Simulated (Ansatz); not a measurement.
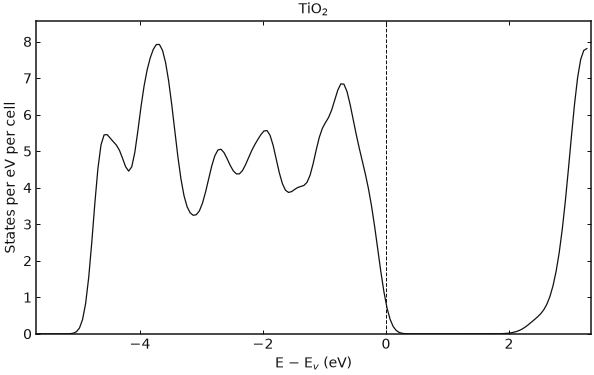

Density of states. Energies are counted from the top of the valence band. The curve is built from the levels of the k mesh with Gaussians 0.3 eV wide, which also blur the band edges.

Calculation on TiO$_{2}$, space group Fddd, 6 atoms in the cell, shear (xy) strain −5.0%; a = 5.52 Å, b = 5.52 Å, c = 5.45 Å, α = 139.72°, β = 139.72°, γ = 59.48°.

Computed with Ansatz 0.2.0: DFT, PBE, plane waves, PAW, no spin polarisation, 10×10×10 k mesh, 420 eV cutoff, Fermi-Dirac smearing of 0.02 eV.

> Metal or insulator, going by the density of states?

There is a gap; over the k points computed it is 2.12 eV (indirect; the smallest direct gap is 2.38 eV).

> How wide is the upper valence band?

The upper group of valence states starts about 4.7 eV under the valence-band top, with a gap beneath it; it holds about 24 electrons a cell.
